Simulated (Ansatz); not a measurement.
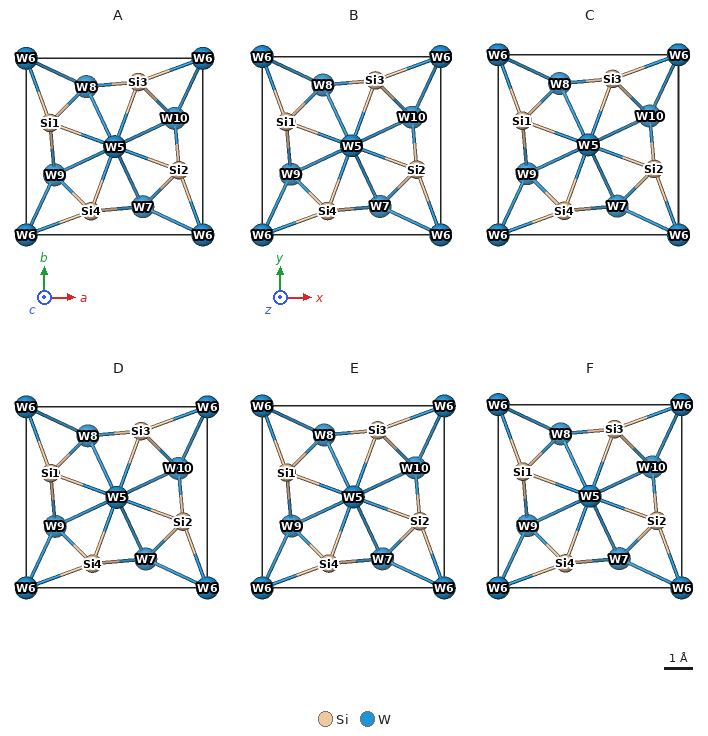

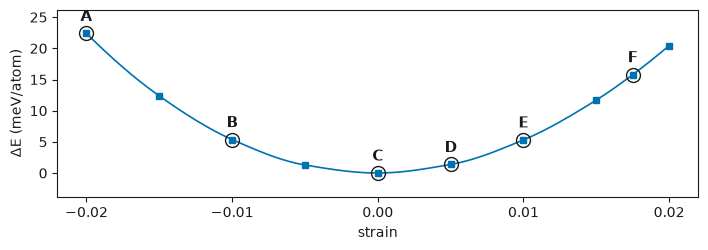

Energy scan for a crystal of Si2W3 (P4/mbm), in which the cell is strained equally along x and y, with the atoms kept at their fractional coordinates. x, y and z are the Cartesian axes of the input. The lettered frames are marked on the plot. Style: ball-and-stick. Shown: the cell of the calculation, along the c axis.

Method: DFT PBEsol, scalar-relativistic, plane waves, PAW (Ansatz 0.2.0). Settings: plane-wave cutoff 420 eV; k-point mesh 6 × 6 × 12; occupations gaussian; smearing width 0.15 eV; no spin polarisation. Energies (free energies at the smearing named) are counted from the relaxed crystal.

> Read off the main features of the energy profile.

The lowest computed point lies at the strain 0.00 (0.0 meV/atom). The end points stand at 22.4 meV/atom (−0.02) and 20.4 meV/atom (0.02). The curvature at zero strain, (1/V) d²E/dε², is about 1200 GPa; it is C₁₁ + C₂₂ + 2C₁₂ with clamped ions. The distortion keeps the space group P4/mbm. At the strain −0.02 the cell of the drawing goes a 6.582 → 6.451 Å, b 6.582 → 6.451 Å.

The computed points:

| strain | ΔE (meV/atom) |
| --- | --- |
| −0.0200 | 22.4 |
| −0.0150 | 12.4 |
| −0.0100 | 5.4 |
| −0.0050 | 1.3 |
| 0.0000 | 0.0 |
| 0.0050 | 1.4 |
| 0.0100 | 5.3 |
| 0.0150 | 11.7 |
| 0.0175 | 15.8 |
| 0.0200 | 20.4 |
